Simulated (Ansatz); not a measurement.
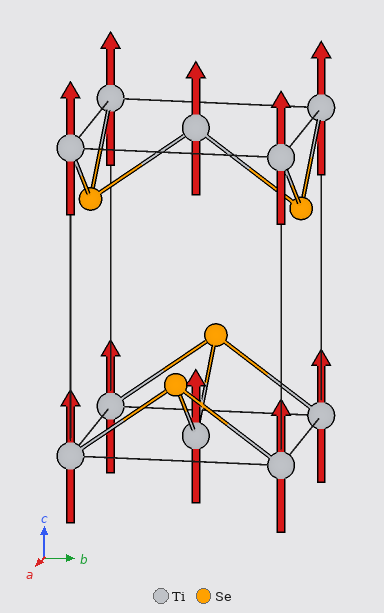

Structure drawing (ball-and-stick), viewed slightly off an axis. The frame is the simulation cell; atoms at its boundary are shown with their periodic copies. Arrows are the site magnetic moments above 0.25 μB (those induced on non-metal atoms are left out); longer means larger, and red and blue are up and down (without spin-orbit coupling the axis itself is arbitrary).

This is the state reached for TiSe. Setup: DFT PBEsol, scalar-relativistic, plane waves, PAW (Ansatz); E_cut = 420 eV, a 10×10×6 grid in reciprocal space, Gaussian smearing of 0.1 eV, collinear spins.

Describe the spin arrangement.

Answer. Ferromagnetic (within this cell). Site moments: 2 Ti +1.4 μB. The net spin moment of the whole cell is 3.7 μB, including what lies between the atoms and on sites without an arrow.

It derives from a structure listed in the Materials Project, with elements exchanged, so it need not be a known form of the compound. The cell was then strained or its atoms displaced on purpose. A calculation with Ansatz used it as input.

At this level of theory the cell isn't at rest (stretched, at -10 GPa and forces up to 2.1 eV/Å), so its distances can differ from those at equilibrium, the more so the softer the solid, and its magnetic state may change on relaxation.
